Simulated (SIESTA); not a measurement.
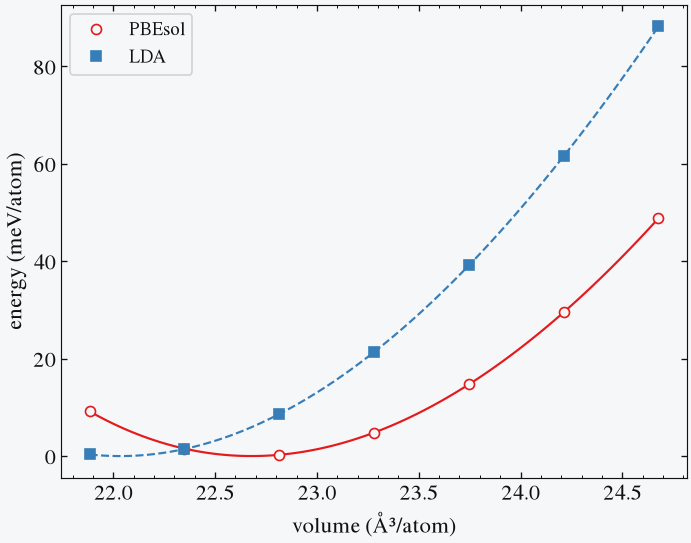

The figure shows the energy against volume, with one curve for each functional, for Zr (space group P6_3/mmc).

Method: DFT in numerical atomic orbitals with pseudopotentials, no spin polarisation; energies at scaled volumes of the given cell, shape and fractions fixed, counted from the fit's minimum, third-order Birch-Murnaghan fit (SIESTA 5.4.2). All runs: no spin polarisation.

- k mesh: 9×9×5
- occupations: Fermi–Dirac
- smearing width: 0.05 eV
- potentials: PseudoDojo 0.4 standard, converted to PSML, two zetas on semicore shells

Question: Order the curves by fitted equilibrium volume, smallest first.

Answer: LDA 22.034, PBEsol 22.679 Å³/atom.

Question: Order the curves by fitted bulk modulus, smallest first.

Answer: PBEsol 100.2, LDA 105.0 GPa.

Keep in mind: mulliken charges of long orbitals; shape and atomic fractions are frozen while scaling, which makes layered, chain and framework solids too stiff.
